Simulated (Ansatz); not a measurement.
## Electronic structure of Ga₄AsP₃ in real space

The calculation's input:

```
crystal:
  lattice:
    - [3.934294, 0.0, 0.0]
    - [0.0, 3.934958, 5.564202]
    - [0.0, -3.934958, 5.564202]
  atoms:
    - { symbol: Ga, position: [0.0, 0.995069, 0.995069] }
    - { symbol: Ga, position: [0.5, 0.507261, 0.997126] }
    - { symbol: Ga, position: [0.5, 0.997126, 0.507261] }
    - { symbol: Ga, position: [0.0, 0.500293, 0.500293] }
    - { symbol: P, position: [0.0, 0.624873, 0.125141] }
    - { symbol: P, position: [0.0, 0.125141, 0.624873] }
    - { symbol: P, position: [0.5, 0.625048, 0.625048] }
    - { symbol: As, position: [0.5, 0.125189, 0.125189] }
basis:
  ecutwfc: 420
kpoints:
  mp_grid: { grid: [8, 4, 4] }
hamiltonian:
  xc: pbe
scf:
  occupations: { method: gaussian, width: 0.02 }
output:
  forces: true
  stress: true
  eigenvalues: true
  write_density: true
  write_potential: true
  elf: true
  volumetric_format: npy
relax:
  adjacent_minimum: "off"
  f_tol: 0.01
  max_steps: 80
  cell: { stress_tol: 0.05 }
```

Run with:

```sh
ansatz run input.yaml --threads 4 --pin off --max-ram 8192MiB --backend cpu --events-out ev --progress --plain --runs-dir out
```

Below, planes, directions and counts refer to the conventional cell (a = 3.93 Å, b = 7.87 Å, c = 11.13 Å, α = 90.00°, β = 90.00°, γ = 90.00°).

Space group Amm2; a structure generated by program, which may or may not match a known phase.

Level of theory: DFT PBE, scalar-relativistic, plane waves, PAW (Ansatz 0.2.0).

In a PAW calculation such maps are meaningful between the atoms, not at the nuclei.

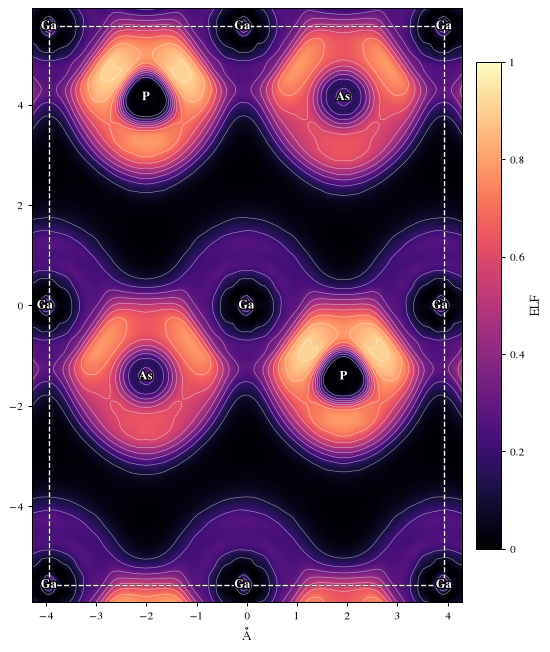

Figure 1. Electron localisation function on the (100) plane of the conventional cell.

### Interpret the plot.

- The section cuts through Ga, P and As sites.
- Ga–P (2.39 Å): the ELF peaks at about 0.90 between the atoms (a shared electron pair).
- Ga–As (2.45 Å): the ELF peaks at about 0.80 between the atoms; a shared electron pair.

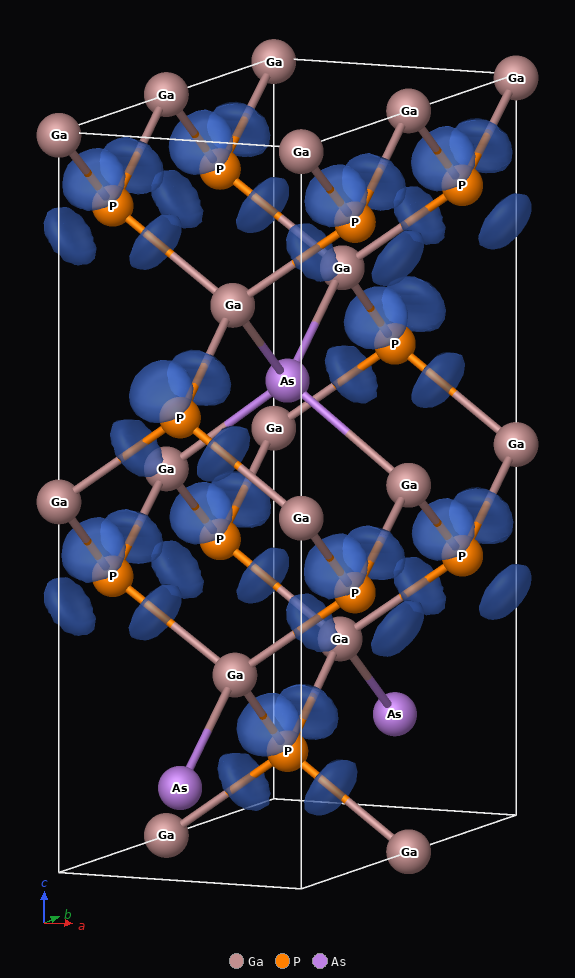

Figure 2. Isosurface of the electron localisation function at 0.85 (blue), seen slightly off an axis. Core shells and regions of very low density are left out. Sticks mark near contacts.

### Describe the localisation domains.

The surface consists of 24 lobes of the valence shell of P pointing towards Ga (polar bonds), counted in one cell of 16 atoms. Any copies at cell faces, edges or corners count once.


Ga–P (2.38 Å): the ELF peaks at about 0.90 between the atoms (a covalent bond). Ga–As (2.44 Å): the ELF peaks at about 0.80 between the atoms (localised, covalent bonding).

### Metal or insulator at this level of theory?

It is gapped, with a Kohn–Sham gap of 1.1 eV on the k-point mesh (the band edges may lie off the mesh, which would make the gap smaller).
